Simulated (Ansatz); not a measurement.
System: BP, space group F-43m (No. 216) (cell built by us, not taken from a database).

The given structure:
```
B P
1.0
     0.00000    2.27417    2.27417
     2.27417    0.00000    2.27417
     2.27417    2.27417    0.00000
B P
1 1
Direct
  0.50000 0.50000 0.50000
  0.75000 0.75000 0.75000
```

Input of one of the runs behind the figure:
```
crystal:
  lattice:
    - [0.0, 2.2511946062, 2.2511946062]
    - [2.2511946062, 0.0, 2.2511946062]
    - [2.2511946062, 2.2511946062, 0.0]
  atoms:
    - { symbol: B, position: [0.5, 0.5, 0.5] }
    - { symbol: P, position: [0.75, 0.75, 0.75] }
basis:
  ecutwfc: 420
kpoints:
  mp_grid: { grid: [10, 10, 10] }
hamiltonian:
  xc: pbe
scf:
  occupations: { method: gaussian, width: 0.02 }
output:
  forces: true
  stress: true
  eigenvalues: true
```

Run as:
```bash
ansatz run input.yaml --threads 1 --pin off --max-ram 2560MiB --backend cpu --events-out ev --progress --plain --runs-dir out
```

Calculation (Ansatz 0.2.0): third-order Birch-Murnaghan fit to density functional energies at scaled volumes of the given relaxed cell, shape and atoms relaxed at each volume; energies count from the fitted minimum; plane waves with PAW datasets, Γ-centred k mesh. Level: PBE, no spin polarisation.

- wave cutoff: 420 eV
- k mesh: 10×10×10
- occupations: Gaussian
- smearing width: 0.02 eV

Describe the result: the energy above the minimum and pressure against volume. The volume takes the values 10.350, 10.703, 11.056, 11.409, 11.762, 12.114, 12.467, 12.938 Å³/atom.

A third-order Birch–Murnaghan fit gives V0 = 11.76 Å³/atom, B0 = 162 GPa and B′ = 3.8. The energy above the minimum is 104.9 meV/atom at volume 10.350 Å³/atom and 50.9 meV/atom at 12.938 Å³/atom; the lowest computed point is at volume 11.762 Å³/atom (0.0 meV/atom). The pressure falls from 26.35 GPa at volume 10.350 Å³/atom to −12.84 GPa at 12.938 Å³/atom, and changes sign near 11.76 Å³/atom.

| volume (Å³/atom) | energy above the minimum (meV/atom) | pressure (GPa) |
| --- | --- | --- |
| 10.350 | 104.9 | 26.35 |
| 10.703 | 56.0 | 18.27 |
| 11.056 | 23.7 | 11.28 |
| 11.409 | 5.6 | 5.24 |
| 11.762 | 0.0 | 0.01 |
| 12.114 | 5.1 | −4.52 |
| 12.467 | 19.4 | −8.43 |
| 12.938 | 50.9 | −12.84 |

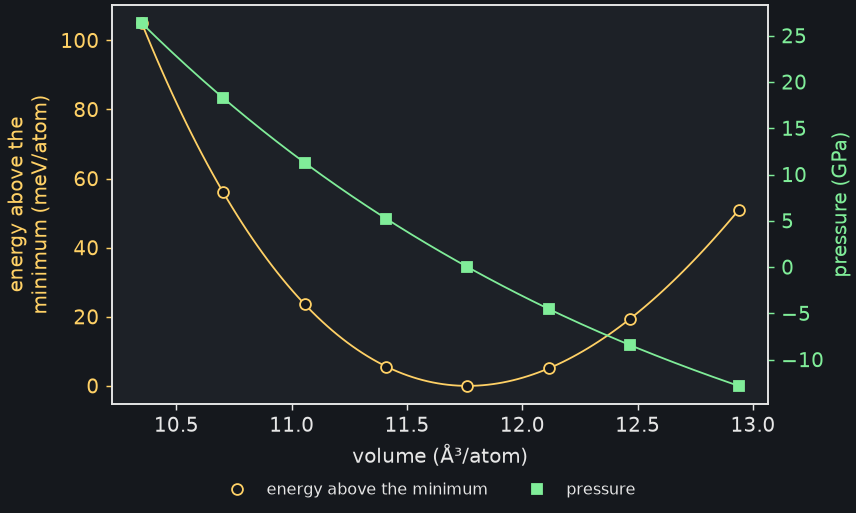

Caveats: a crossing between the sampled k points may be missed.
